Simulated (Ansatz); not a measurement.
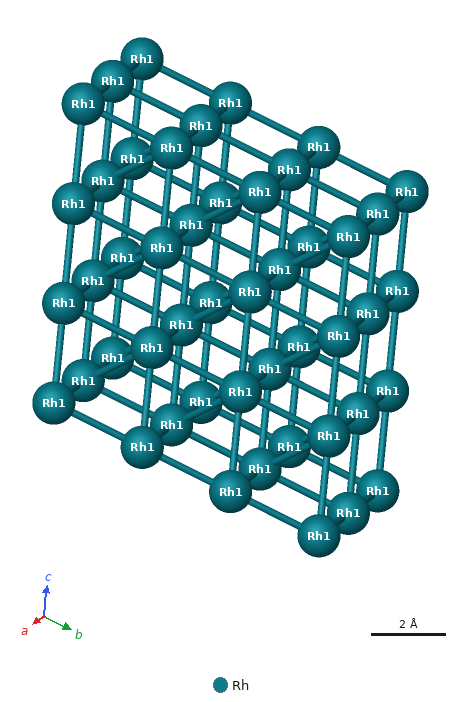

Figure 1. The input geometry (ball-and-stick view of the cell of the calculation, repeated 2 × 3 × 3, seen slightly off an axis; atoms are numbered from 1 in the order of the input). Near neighbours in the crystal (not all of them lie inside the picture): Rh has 8 Rh at 2.75 Å.

Rh: single-point calculation

The run: single-point calculation of Rh (Im-3m, 1 atom in the cell). Method and program: DFT PBEsol, scalar-relativistic, plane waves, PAW, no spin polarisation (Ansatz 0.2.0).

The structure was made by swapping elements on the sites of another compound; it need not be a known phase. It belongs to a series of runs on one base structure; here: Pd replaced by Rh, lengths x 1.013, a random strain and shift of atoms within the space group. Figures and captions count atoms from 1; the log counts them from 0 in places.

### Output
```
Engine: ansatz 0.2.0, x86_64-unknown-linux-gnu
Pseudopotentials: kind: paw
Pseudopotential: Rh, paw, valence charge 17, recommended cutoff 420 eV (normal), Rh.paw.azcp
Functional definition: PBEsol
  exchange = pbesol_x
  correlation = pbesol_c
Crystal: 1 atoms, lattice volume = 15.959 Å³
Basis set: ecut = 420 eV, 321 PW (Γ), exchange–correlation on 40×40×40 points (8 copies of the dense FFT grid, shifted against one another)
Bands: 13, of which v1, the nominal top of the filled ones, is band 9 counted from 1 (8 counted from 0)
Symmetry: 48 space group operations
Space group: Im-3m (ITA 229), of the structure as read, at distance tolerance 2.5e-5 Å
k-points: 29 of 512
Non-local potential: Rh, projectors of the file, l = 0: 3, l = 1: 2, l = 2: 2, l = 3: 1
PAW form: soft (Blöchl's): semilocal exchange-correlation on the pseudo side does not see the compensation charge
PAW frozen core: Rh, regenerated for the run's functional, and the local potential with it (the file was generated under x = pbe(κ = 0.804, μ = 0.2195149727645171), c = pbe(β = 0.06672455060314922))
PAW one-centre angular grid: Rh, 590 points (default); XC on 64 Gauss nodes
Initial density: superposition of atomic densities (neutral atoms: chi_scale 0, normalization atom), corrected by the library's trained network
Initial wavefunctions: pseudopotential atomic-orbital guess
Functional: x = pbesol(κ = 0.804, μ = 0.12345679012345678), c = pbesol(β = 0.046)
SCF iter   1: F=—  HF=-6338.166816 eV  |F-HF|=—  |Δ(HF+E_count)|=         —  Δρ=9.58e-3  dr2=1.37e-2  ethr=1.77e-3  ⟨swp⟩=4.9  Hψ=2025  notcnv=0
preconditioner: auto → none  [metal: Δε(μ)=0.037 eV  Ē_g=12.347 eV  σ=0.100 eV  W_gap=0.21  n_scr=0 (ndim 8)  ℏωp=27.9 eV  f_vac=0.000  D(μ)=3.19/eV (n_scr^D=54)]
SCF iter   2: F=—  HF=-6338.163365 eV  |F-HF|=—  |Δ(HF+E_count)|=   3.45e-3  Δρ=4.48e-3  dr2=2.14e-3  ethr=8.08e-5  ⟨swp⟩=2.6  Hψ=843  notcnv=0  defer=3
SCF iter   3: F=—  HF=-6338.162694 eV  |F-HF|=—  |Δ(HF+E_count)|=   6.71e-4  Δρ=1.41e-3  dr2=6.67e-5  ethr=1.26e-5  ⟨swp⟩=2.1  Hψ=507  notcnv=0  defer=3
SCF iter   4: F=—  HF=-6338.162621 eV  |F-HF|=—  |Δ(HF+E_count)|=   7.24e-5  Δρ=9.76e-5  dr2=5.37e-7  ethr=3.92e-7  ⟨swp⟩=2.6  Hψ=640  notcnv=0  defer=3
iter 5 did not close the SCF: its close was put off for the readings that it lacked (scf_convergence_deferred on its scf_iter line)
SCF iter   5: F=-6338.162621 eV  HF=-6338.162621 eV  |F-HF|=9.11e-9  |Δ(HF+E_count)|=   1.61e-7  Δρ=2.60e-5  dr2=2.29e-8  ethr=3.16e-9  ⟨swp⟩=2.2  Hψ=536  notcnv=0  defer=3
SCF iter   6: F=-6338.162621 eV  HF=-6338.162621 eV  |F-HF|=2.13e-10  |Δ(HF+E_count)|=   4.99e-9  Δρ=5.12e-6  dr2=6.70e-10  ethr=1.35e-10  ⟨swp⟩=2.9  Hψ=1233  notcnv=0
SCF 1 converged in 6 iterations: F = -6338.162621 eV  dr2 = 6.70e-10
  greatest PAW one-centre occupation: 1.000 electrons in one spin orbital (limit 2), on the Rh atom at site 0 (counted from 0), in its partial waves of l = 0
SCF converged after 6 iterations
Free energy (F): -6338.162621 eV
Harris-Foulkes:  -6338.162621 eV  (|F-HF|=2.13e-10)
Internal energy: -6338.146739 eV  (E = F + TS)
E sigma→0 (E₀):  -6338.154680 eV
Entropy (-TS):   -0.015882 eV (-15.882 meV/atom)
Fermi energy:    18.129976 eV
--- Per-component energies (eV) ---
  E_band       = -144.569103
  E_kinetic    = 569.588085
  E_local      = -1747.220014  (includes V_loc(G=0)·N_el)
  E_nonlocal   = 357.764057
  E_hartree    = 611.403961
  E_xc         = -218.533620
  E_vxc        = -275.181927  (∫ρ·V_xc dr)
  E_paw        = -3524.256735  (= ΣΔE_a)
  E_vpaw       = -272.328262  (= ΣTr[D̂ρ^β])
  E_aug_tail   = 0.000828  (compensation charges beyond the density's cutoff)
  E_ewald      = -2387.169502
  E_core_change = 0.276200  (= ΣΔE_core)
  E_smearing   = -0.015882  (= −TS)
  E_closure    = -0.000000  (closes the sum)
  Σ components = -6338.162621   (vs F -6338.162621, Δ=0.00e0)
--- Forces (eV/Å), atoms counted from 1 ---
  atom   1  Rh     0.00000000     0.00000000     0.00000000
  max |Σ_I F_I| component: 1.07e-31 eV/Å
--- Stress (GPa, compression-positive) ---
      -26.202365      -0.000000       0.000000
        0.000000     -26.202365       0.000000
       -0.000000      -0.000000     -26.202365
  P = ⅓ Tr σ = -26.2024 GPa (-262.024 kbar)
--- Band table (eV; the first three rows and the last of 29) ---
  k-point 0: bands = ["-60.0060", "-27.6498", "-27.6498", "-27.6498", "11.2879", "15.7409", "15.7409", "15.7409", "17.7922", "17.7922", "36.1040", "36.1040", "36.1040"]
  k-point 1: bands = ["-59.9967", "-27.7169", "-27.6727", "-27.6496", "11.8488", "15.5389", "15.7356", "16.1678", "17.5814", "17.8094", "35.8480", "36.1270", "36.8331"]
  k-point 2: bands = ["-59.9740", "-27.8765", "-27.7276", "-27.6491", "13.0703", "15.0832", "15.9068", "17.3182", "17.4512", "17.8792", "33.0649", "34.8472", "38.6831"]
  k-point 28: bands = ["-59.8930", "-27.9782", "-27.9782", "-27.9782", "13.3848", "13.3848", "19.0103", "19.0103", "19.0103", "26.9049", "26.9049", "26.9049", "35.1112"]
```

The run was set up as follows.

### The input
```yaml
crystal:
  lattice:
    - [-1.5860479377, 1.5860479377, 1.5860479377]
    - [1.5860479377, -1.5860479377, 1.5860479377]
    - [1.5860479377, 1.5860479377, -1.5860479377]
  atoms:
    - { symbol: Rh, position: [0.0, 0.0, 0.0] }
basis:
  ecutwfc: 420
kpoints:
  mp_grid: { grid: [8, 8, 8] }
hamiltonian:
  xc: pbesol
scf:
  occupations: { method: gaussian, width: 0.1 }
output:
  forces: true
  stress: true
  eigenvalues: true
```

Launched with:
```bash
ansatz run input.yaml --threads 1 --pin off --max-ram 1331MiB --backend cpu --events-out ev --progress --plain --runs-dir out
```

### Results in brief

- outcome: converged
- space group (tolerance 0.01 Å): Im-3m (229)
- electrons treated: 17
- free energy: −6338.1626 eV
- Fermi energy: 18.130 eV
- gap on the k-point mesh: none (metallic)
- pressure: −26.20 GPa
- largest force (length of the vector): under 0.001 eV/Å
- hardware: 1 thread of an x86-64 CPU, shared host
- wall time: 1 s
- peak memory: 0.32 GiB

The cell is under a tension of 26 GPa at this level, so it is not at its equilibrium volume.
